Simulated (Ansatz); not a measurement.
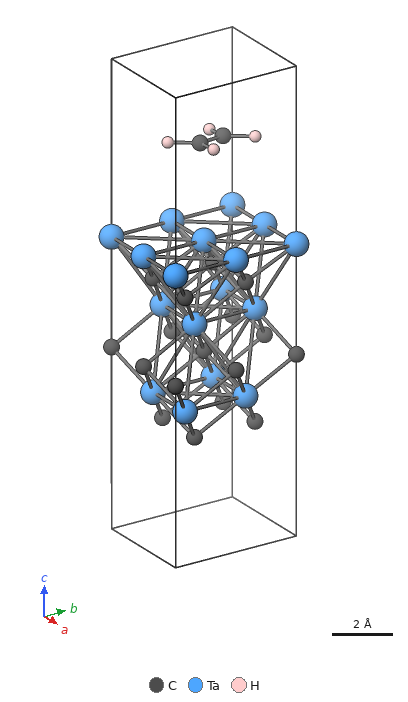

Figure 1. The input geometry (ball-and-stick view of the cell of the calculation, with the vacuum cut short, seen slightly off an axis). An atom can appear more than once, as a periodic image.

Geometry relaxation of Ta6H2C7 (part 1 of 3)

Ta6H2C7 (slab, 30 atoms in the cell), computed with DFT PBE+D3(BJ), scalar-relativistic, plane waves, PAW, no spin polarisation (Ansatz 0.2.0).

The structure derives from an entry of the Crystallography Open Database. The input holds or restrains some coordinates. Forces given for the steps count only the free coordinates. It belongs to a series of runs on one base structure; here: 1 C2H4 a cell, flat, over a hollow Ta-Ta-Ta site.

**The program's output**
```
Engine: ansatz 0.2.0, aarch64-unknown-linux-gnu
Pseudopotentials: kind: paw
Pseudopotential: C, paw, valence charge 4, recommended cutoff 420 eV (normal), C.paw.azcp
Pseudopotential: Ta, paw, valence charge 13, recommended cutoff 420 eV (normal), Ta.paw.azcp
Pseudopotential: H, paw, valence charge 1, recommended cutoff 420 eV (normal), H.paw.azcp
Functional definition: PBE
  parameter kappa = 0.804
  parameter beta = 0.06672455060314922
  exchange = pbe_x(kappa = kappa, mu = beta*pi^2/3)
  correlation = pbe_c(beta = beta)
Crystal: 30 atoms, lattice volume = 835.358 Å³
Basis set: ecut = 420 eV, 16353 PW (Γ), exchange–correlation on 90×90×360 points (8 copies of the dense FFT grid, shifted against one another)
Bands: 138, of which v1, the nominal top of the filled ones, is band 108 counted from 1 (107 counted from 0)
Symmetry: 1 space group operations
Space group: P1 (ITA 1), of the structure as read, at distance tolerance 9.4e-5 Å
k-points: 10 of 16 (time reversal used)
Non-local potential: C, projectors of the file, l = 0: 2, l = 1: 2, l = 2: 1
Non-local potential: Ta, projectors of the file, l = 0: 3, l = 1: 2, l = 2: 2, l = 3: 1
Non-local potential: H, projectors of the file, l = 0: 2, l = 1: 1
PAW form: soft (Blöchl's): semilocal exchange-correlation on the pseudo side does not see the compensation charge
PAW one-centre angular grid: C, 110 points (default); XC on 64 Gauss nodes
PAW one-centre angular grid: Ta, 590 points (default); XC on 64 Gauss nodes
PAW one-centre angular grid: H, 110 points (default); XC on 64 Gauss nodes
Initial density: superposition of atomic densities (neutral atoms: chi_scale 0, normalization atom), corrected by the library's trained network
Initial wavefunctions: pseudopotential atomic-orbital guess
Functional: x = pbe(κ = 0.804, μ = 0.2195149727645171), c = pbe(β = 0.06672455060314922)
SCF iter   1: F=—  HF=-122766.712290 eV  |F-HF|=—  |Δ(HF+E_count)|=         —  Δρ=5.75e-3  dr2=1.75e0  ethr=1.77e-3  p=0.346 e·Å  D=7.49e-2 V/Å  ΔV_dip=-1.83 eV  dr2_dipole=6.82e-1  V_vac-E_F(+/−)=4.67/6.50 eV  ⟨swp⟩=8.7  Hψ=7170  notcnv=0  defer=21
efield: sawtooth ramp at fractional position 0.9947 (placed from the atoms, in the widest stretch of the axis that holds none; the zero of the levels goes with the place), width 0.0400; the density the first Hamiltonian is built on has a dipole p = 0.346 e·Å; the dipole correction subtracts the counter field D = 7.49e-2 V/Å, which shifts the + side's vacuum level by -1.83 eV against the − side's; the planar-averaged density in the ramp window peaks in size at 2.4e-5 e/Å³
preconditioner: auto → LDOS  [metal: Δε(μ)=0.036 eV  Ē_g=7.715 eV  σ=0.100 eV  W_gap=0.20  n_scr=148 (ndim 8)  ℏωp=14.1 eV  f_vac=0.548  D(μ)=20.58/eV (n_scr^D=124)  β→1.0]
SCF iter   2: F=—  HF=-122766.618860 eV  |F-HF|=—  |Δ(HF+E_count)|=   9.34e-2  Δρ=2.67e-3  dr2=2.35e-1  ethr=8.12e-4  p=0.602 e·Å  D=1.30e-1 V/Å  ΔV_dip=-3.18 eV  dr2_dipole=3.26e-2  V_vac-E_F(+/−)=3.56/6.74 eV  ⟨swp⟩=2.0  Hψ=2158  notcnv=0  defer=140
SCF iter   3: F=—  HF=-122766.608820 eV  |F-HF|=—  |Δ(HF+E_count)|=   1.00e-2  Δρ=1.52e-3  dr2=7.46e-2  ethr=1.09e-4  p=0.554 e·Å  D=1.20e-1 V/Å  ΔV_dip=-2.93 eV  dr2_dipole=7.47e-3  V_vac-E_F(+/−)=3.86/6.78 eV  ⟨swp⟩=2.0  Hψ=1846  notcnv=0  defer=140
SCF iter   4: F=—  HF=-122766.601080 eV  |F-HF|=—  |Δ(HF+E_count)|=   7.74e-3  Δρ=5.51e-4  dr2=8.12e-3  ethr=3.45e-5  p=0.580 e·Å  D=1.26e-1 V/Å  ΔV_dip=-3.07 eV  dr2_dipole=9.24e-4  V_vac-E_F(+/−)=3.74/6.80 eV  ⟨swp⟩=2.0  Hψ=1794  notcnv=0  defer=140
SCF iter   5: F=—  HF=-122766.600154 eV  |F-HF|=—  |Δ(HF+E_count)|=   9.26e-4  Δρ=2.45e-4  dr2=1.27e-3  ethr=3.76e-6  p=0.576 e·Å  D=1.25e-1 V/Å  ΔV_dip=-3.05 eV  dr2_dipole=4.94e-5  V_vac-E_F(+/−)=3.76/6.81 eV  ⟨swp⟩=2.1  Hψ=1995  notcnv=0  defer=118
SCF iter   6: F=—  HF=-122766.600118 eV  |F-HF|=—  |Δ(HF+E_count)|=   3.57e-5  Δρ=7.80e-5  dr2=8.11e-5  ethr=5.90e-7  p=0.575 e·Å  D=1.25e-1 V/Å  ΔV_dip=-3.04 eV  dr2_dipole=2.36e-6  V_vac-E_F(+/−)=3.77/6.81 eV  ⟨swp⟩=2.0  Hψ=1795  notcnv=0  defer=118
SCF iter   7: F=-122766.600130 eV  HF=-122766.600130 eV  |F-HF|=2.19e-7  |Δ(HF+E_count)|=   1.19e-5  Δρ=2.67e-5  dr2=8.00e-6  ethr=1.85e-8  p=0.575 e·Å  D=1.25e-1 V/Å  ΔV_dip=-3.04 eV  dr2_dipole=3.83e-7  V_vac-E_F(+/−)=3.77/6.81 eV  ⟨swp⟩=28.6  Hψ=18066  notcnv=0
SCF 1 converged in 7 iterations: F = -122766.600130 eV  dr2 = 8.00e-6
  greatest PAW one-centre occupation: 0.999 electrons in one spin orbital (limit 2), on the Ta atom at site 6 (counted from 0), in its partial waves of l = 0
relax step   1: F+E_penalty+E_count = -122766.60012977 eV  Δ(F+E_penalty+E_count) = +0.000e0 eV  max|allowed force component| = 1.141e0 eV/Å  Δτ_max = 0.0000 Å  (7 SCF iters, dr2 threshold 4.00e-5 eV, accepted)
Initial density: handed on by an earlier stage of this run
Initial wavefunctions: those handed on with the density
iter 1 solved again at ethr=1.95e-4 eV; its pass at ethr=3.10e-3 eV (dr2=4.21e-1 eV) is discarded
SCF iter   1: F=—  HF=-122766.943561 eV  |F-HF|=—  |Δ(HF+E_count)|=         —  Δρ=8.40e-3  dr2=4.35e-1  ethr=1.95e-4  p=0.575 e·Å  D=1.25e-1 V/Å  ΔV_dip=-3.04 eV  dr2_dipole=1.54e-2  V_vac-E_F(+/−)=3.76/6.80 eV  ⟨swp⟩=2.0  Hψ=5261  notcnv=0  defer=75
efield: sawtooth ramp at fractional position 0.9947 (handed on by an earlier solve), width 0.0400; the density the first Hamiltonian is built on has a dipole p = 0.575 e·Å; the dipole correction subtracts the counter field D = 1.25e-1 V/Å, which shifts the + side's vacuum level by -3.04 eV against the − side's; the planar-averaged density in the ramp window peaks in size at 5.7e-6 e/Å³
preconditioner: auto → LDOS  [metal: Δε(μ)=0.007 eV  Ē_g=7.704 eV  σ=0.100 eV  W_gap=0.04  n_scr=148 (ndim 8)  ℏωp=14.1 eV  f_vac=0.549  D(μ)=17.68/eV (n_scr^D=92)  β→1.0]
SCF iter   2: F=—  HF=-122766.906759 eV  |F-HF|=—  |Δ(HF+E_count)|=   3.68e-2  Δρ=3.86e-3  dr2=2.33e-1  ethr=1.95e-4  p=0.669 e·Å  D=1.45e-1 V/Å  ΔV_dip=-3.54 eV  dr2_dipole=8.61e-4  V_vac-E_F(+/−)=3.26/6.80 eV  ⟨swp⟩=3.0  Hψ=2730  notcnv=0  defer=75
SCF iter   3: F=—  HF=-122766.833347 eV  |F-HF|=—  |Δ(HF+E_count)|=   7.34e-2  Δρ=5.74e-4  dr2=4.41e-3  ethr=1.08e-4  p=0.606 e·Å  D=1.31e-1 V/Å  ΔV_dip=-3.21 eV  dr2_dipole=5.90e-4  V_vac-E_F(+/−)=3.59/6.80 eV  ⟨swp⟩=3.0  Hψ=1995  notcnv=0  defer=75
SCF iter   4: F=—  HF=-122766.832650 eV  |F-HF|=—  |Δ(HF+E_count)|=   6.97e-4  Δρ=2.07e-4  dr2=1.06e-3  ethr=2.04e-6  p=0.611 e·Å  D=1.32e-1 V/Å  ΔV_dip=-3.23 eV  dr2_dipole=2.41e-4  V_vac-E_F(+/−)=3.57/6.80 eV  ⟨swp⟩=3.0  Hψ=2499  notcnv=0  defer=118
SCF iter   5: F=—  HF=-122766.832549 eV  |F-HF|=—  |Δ(HF+E_count)|=   1.01e-4  Δρ=5.87e-5  dr2=9.96e-5  ethr=4.93e-7  p=0.611 e·Å  D=1.32e-1 V/Å  ΔV_dip=-3.23 eV  dr2_dipole=2.14e-5  V_vac-E_F(+/−)=3.57/6.80 eV  ⟨swp⟩=2.1  Hψ=1800  notcnv=0  defer=118
SCF iter   6: F=-122766.832538 eV  HF=-122766.832550 eV  |F-HF|=1.26e-5  |Δ(HF+E_count)|=   1.13e-6  Δρ=2.72e-5  dr2=1.43e-5  ethr=3.77e-8  p=0.611 e·Å  D=1.32e-1 V/Å  ΔV_dip=-3.23 eV  dr2_dipole=1.77e-6  V_vac-E_F(+/−)=3.57/6.80 eV  ⟨swp⟩=26.5  Hψ=17587  notcnv=0
SCF 2 converged in 6 iterations: F = -122766.832538 eV  dr2 = 1.43e-5
relax step   2: F+E_penalty+E_count = -122766.83253752 eV  Δ(F+E_penalty+E_count) = -2.324e-1 eV  max|allowed force component| = 1.590e0 eV/Å  Δτ_max = 0.1948 Å  (6 SCF iters, dr2 threshold 8.14e-5 eV, accepted)
[... from here on the SCF iterations and repeated set-up lines of each step are left out, up to the last step ...]
SCF 3 converged in 6 iterations: F = -122767.077203 eV  dr2 = 2.04e-5
relax step   3: F+E_penalty+E_count = -122767.07720336 eV  Δ(F+E_penalty+E_count) = -2.447e-1 eV  max|allowed force component| = 1.442e0 eV/Å  Δτ_max = 0.1942 Å  (6 SCF iters, dr2 threshold 1.00e-4 eV, accepted)
SCF 4 converged in 5 iterations: F = -122767.377199 eV  dr2 = 6.31e-5
relax step   4: F+E_penalty+E_count = -122767.37719908 eV  Δ(F+E_penalty+E_count) = -3.000e-1 eV  max|allowed force component| = 1.564e0 eV/Å  Δτ_max = 0.1948 Å  (5 SCF iters, dr2 threshold 1.00e-4 eV, accepted)
SCF 5 converged in 5 iterations: F = -122767.690558 eV  dr2 = 3.39e-5
relax step   5: F+E_penalty+E_count = -122767.69055797 eV  Δ(F+E_penalty+E_count) = -3.134e-1 eV  max|allowed force component| = 1.297e0 eV/Å  Δτ_max = 0.1919 Å  (5 SCF iters, dr2 threshold 1.00e-4 eV, accepted)
SCF 6 converged in 5 iterations: F = -122767.967904 eV  dr2 = 3.26e-5
relax step   6: F+E_penalty+E_count = -122767.96790445 eV  Δ(F+E_penalty+E_count) = -2.773e-1 eV  max|allowed force component| = 6.582e-1 eV/Å  Δτ_max = 0.1968 Å  (5 SCF iters, dr2 threshold 1.00e-4 eV, accepted)
SCF 7 converged in 5 iterations: F = -122768.106841 eV  dr2 = 5.71e-5
relax step   7: F+E_penalty+E_count = -122768.10684053 eV  Δ(F+E_penalty+E_count) = -1.389e-1 eV  max|allowed force component| = 3.547e-1 eV/Å  Δτ_max = 0.1950 Å  (5 SCF iters, dr2 threshold 1.00e-4 eV, accepted)
SCF 8 converged in 5 iterations: F = -122768.164740 eV  dr2 = 2.51e-5
relax step   8: F+E_penalty+E_count = -122768.16474010 eV  Δ(F+E_penalty+E_count) = -5.790e-2 eV  max|allowed force component| = 2.820e-1 eV/Å  Δτ_max = 0.2000 Å  (5 SCF iters, dr2 threshold 3.24e-5 eV, accepted)
SCF 9 converged in 5 iterations: F = -122768.183425 eV  dr2 = 1.12e-5
relax step   9: F+E_penalty+E_count = -122768.18342483 eV  Δ(F+E_penalty+E_count) = -1.868e-2 eV  max|allowed force component| = 1.469e-1 eV/Å  Δτ_max = 0.1000 Å  (5 SCF iters, dr2 threshold 2.31e-5 eV, accepted)
SCF 10 converged in 6 iterations: F = -122768.208011 eV  dr2 = 2.78e-6
relax step  10: F+E_penalty+E_count = -122768.20801071 eV  Δ(F+E_penalty+E_count) = -2.459e-2 eV  max|allowed force component| = 2.070e-1 eV/Å  Δτ_max = 0.2000 Å  (6 SCF iters, dr2 threshold 5.85e-6 eV, accepted)
SCF 11 converged in 6 iterations: F = -122768.234625 eV  dr2 = 3.23e-6
relax step  11: F+E_penalty+E_count = -122768.23462522 eV  Δ(F+E_penalty+E_count) = -2.661e-2 eV  max|allowed force component| = 2.384e-1 eV/Å  Δτ_max = 0.1674 Å  (6 SCF iters, dr2 threshold 1.16e-5 eV, accepted)
SCF 12 converged in 5 iterations: F = -122768.275908 eV  dr2 = 1.69e-5
relax step  12: F+E_penalty+E_count = -122768.27590780 eV  Δ(F+E_penalty+E_count) = -4.128e-2 eV  max|allowed force component| = 2.379e-1 eV/Å  Δτ_max = 0.1980 Å  (5 SCF iters, dr2 threshold 5.69e-5 eV, accepted)
SCF 13 converged in 5 iterations: F = -122768.313466 eV  dr2 = 1.73e-5
relax step  13: F+E_penalty+E_count = -122768.31346570 eV  Δ(F+E_penalty+E_count) = -3.756e-2 eV  max|allowed force component| = 1.891e-1 eV/Å  Δτ_max = 0.1967 Å  (5 SCF iters, dr2 threshold 5.63e-5 eV, accepted)
SCF 14 converged in 5 iterations: F = -122768.330449 eV  dr2 = 2.07e-5
relax step  14: F+E_penalty+E_count = -122768.33044907 eV  Δ(F+E_penalty+E_count) = -1.698e-2 eV  max|allowed force component| = 2.530e-1 eV/Å  Δτ_max = 0.1959 Å  (5 SCF iters, dr2 threshold 2.26e-5 eV, accepted)
SCF 15 converged in 5 iterations: F = -122768.343183 eV  dr2 = 5.25e-6
relax step  15: F+E_penalty+E_count = -122768.34318293 eV  Δ(F+E_penalty+E_count) = -1.273e-2 eV  max|allowed force component| = 4.285e-2 eV/Å  Δτ_max = 0.1034 Å  (5 SCF iters, dr2 threshold 4.05e-5 eV, accepted)
SCF iter   1: F=—  HF=-122768.346627 eV  |F-HF|=—  |Δ(HF+E_count)|=         —  Δρ=1.58e-3  dr2=1.05e-2  ethr=4.59e-5  p=0.548 e·Å  D=1.19e-1 V/Å  ΔV_dip=-2.90 eV  dr2_dipole=2.72e-6  V_vac-E_F(+/−)=3.89/6.79 eV  ⟨swp⟩=3.0  Hψ=2475  notcnv=0  defer=126
efield: sawtooth ramp at fractional position 0.9947 (handed on by an earlier solve), width 0.0400; the density the first Hamiltonian is built on has a dipole p = 0.548 e·Å; the dipole correction subtracts the counter field D = 1.19e-1 V/Å, which shifts the + side's vacuum level by -2.90 eV against the − side's; the planar-averaged density in the ramp window peaks in size at 6.5e-6 e/Å³
preconditioner: auto → LDOS  [metal: Δε(μ)=0.033 eV  Ē_g=7.829 eV  σ=0.100 eV  W_gap=0.18  n_scr=148 (ndim 8)  ℏωp=14.1 eV  f_vac=0.563  D(μ)=16.84/eV (n_scr^D=80)  β→1.0]
SCF iter   2: F=—  HF=-122768.345113 eV  |F-HF|=—  |Δ(HF+E_count)|=   1.51e-3  Δρ=3.43e-4  dr2=1.95e-3  ethr=4.87e-6  p=0.546 e·Å  D=1.18e-1 V/Å  ΔV_dip=-2.89 eV  dr2_dipole=3.22e-6  V_vac-E_F(+/−)=3.90/6.79 eV  ⟨swp⟩=3.0  Hψ=2405  notcnv=0  defer=127
SCF iter   3: F=—  HF=-122768.344570 eV  |F-HF|=—  |Δ(HF+E_count)|=   5.43e-4  Δρ=9.17e-5  dr2=1.55e-4  ethr=9.04e-7  p=0.548 e·Å  D=1.19e-1 V/Å  ΔV_dip=-2.90 eV  dr2_dipole=7.54e-8  V_vac-E_F(+/−)=3.89/6.79 eV  ⟨swp⟩=3.0  Hψ=2233  notcnv=0  defer=127
SCF iter   4: F=—  HF=-122768.344541 eV  |F-HF|=—  |Δ(HF+E_count)|=   2.91e-5  Δρ=1.90e-5  dr2=4.37e-6  ethr=7.18e-8  p=0.548 e·Å  D=1.19e-1 V/Å  ΔV_dip=-2.90 eV  dr2_dipole=1.56e-7  V_vac-E_F(+/−)=3.89/6.79 eV  ⟨swp⟩=2.9  Hψ=2099  notcnv=0  defer=127
SCF iter   5: F=—  HF=-122768.344105 eV  |F-HF|=—  |Δ(HF+E_count)|=   4.36e-4  Δρ=6.77e-6  dr2=6.34e-7  ethr=2.03e-9  p=0.548 e·Å  D=1.19e-1 V/Å  ΔV_dip=-2.90 eV  dr2_dipole=3.86e-9  V_vac-E_F(+/−)=3.89/6.79 eV  ⟨swp⟩=2.8  Hψ=2307  notcnv=0  defer=127
SCF iter   6: F=—  HF=-122768.344105 eV  |F-HF|=—  |Δ(HF+E_count)|=   1.64e-7  Δρ=2.91e-6  dr2=1.45e-7  ethr=4.63e-11  p=0.548 e·Å  D=1.19e-1 V/Å  ΔV_dip=-2.90 eV  dr2_dipole=1.27e-9  V_vac-E_F(+/−)=3.89/6.79 eV  ⟨swp⟩=22.1  Hψ=13518  notcnv=0
SCF iter   7: F=-122768.344105 eV  HF=-122768.344105 eV  |F-HF|=7.26e-9  |Δ(HF+E_count)|=   6.50e-8  Δρ=1.41e-6  dr2=3.78e-8  ethr=4.63e-11  p=0.548 e·Å  D=1.19e-1 V/Å  ΔV_dip=-2.90 eV  dr2_dipole=3.49e-12  V_vac-E_F(+/−)=3.89/6.79 eV  ⟨swp⟩=12.1  Hψ=9898  notcnv=0
SCF 16 converged in 7 iterations: F = -122768.344105 eV  dr2 = 3.78e-8
relax step  16: F+E_penalty+E_count = -122768.34410533 eV  Δ(F+E_penalty+E_count) = -9.224e-4 eV  max|allowed force component| = 3.325e-2 eV/Å  Δτ_max = 0.0388 Å  (7 SCF iters, accepted)
```

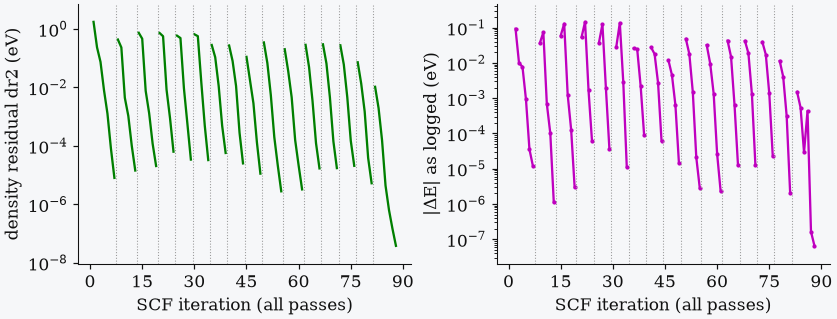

Figure 2. Convergence of the self-consistent field: density residual dr2 and size of the energy change against the SCF iteration. The dotted lines part the SCF passes of the relaxation: geometry steps, rejected trials and re-solves on a re-selected basis. The 16 passes take 5 to 7 iterations each, 88 in all.

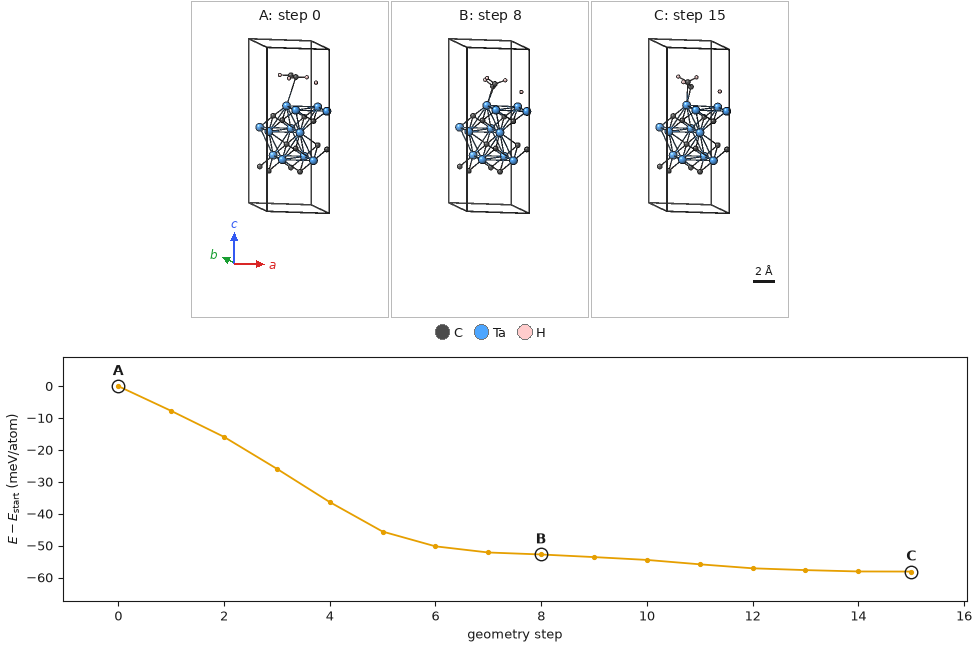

Figure 3. Frames of the restrained relaxation (ball-and-stick view of the cell of the calculation, with the vacuum cut short (origin shifted), seen slightly off an axis) above the curves, on which the letters mark them (the first geometry is step 0 here and step 1 in the log).

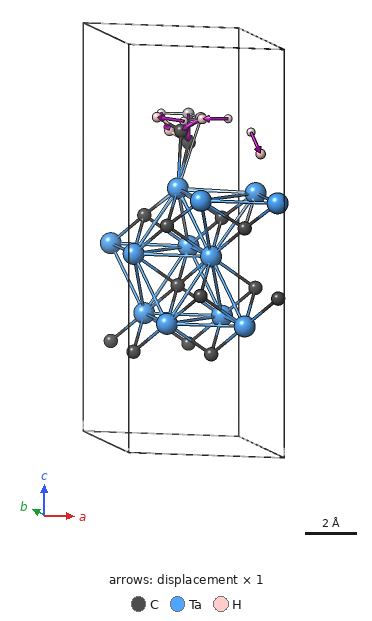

Figure 4. Start (faint) and end (solid) with the displacements as pink arrows, at true length (ball-and-stick view of the cell of the calculation, with the vacuum cut short (origin shifted), seen slightly off an axis). H30 moves most: 1.30 Å. Largest moves by element: H 1.30 Å, C 1.14 Å, Ta 0.07 Å. The cell doesn't change. Among the contacts that change: Ta21–C25 3.320 → 2.396 Å, Ta22–C25 3.320 → 2.419 Å, Ta21–C26 2.972 → 2.277 Å, C25–C26 1.331 → 1.479 Å. New bonds form: Ta21–C25 (3.32 → 2.40 Å), Ta22–C25 (3.32 → 2.42 Å), Ta24–C25 (3.32 → 2.42 Å). Among the angles that change: Ta21–C26–H30 70.8° → 115.4°, Ta21–C26–C25 93.0° → 76.0°, H27–C25–H28 119.5° → 105.5°. After 15 geometry steps the energy has fallen by 58.1 meV per atom. Largest force component: 1.1 eV/Å at the start, 0.033 eV/Å at the end. (Atoms are counted from 1 in the order of the input.)
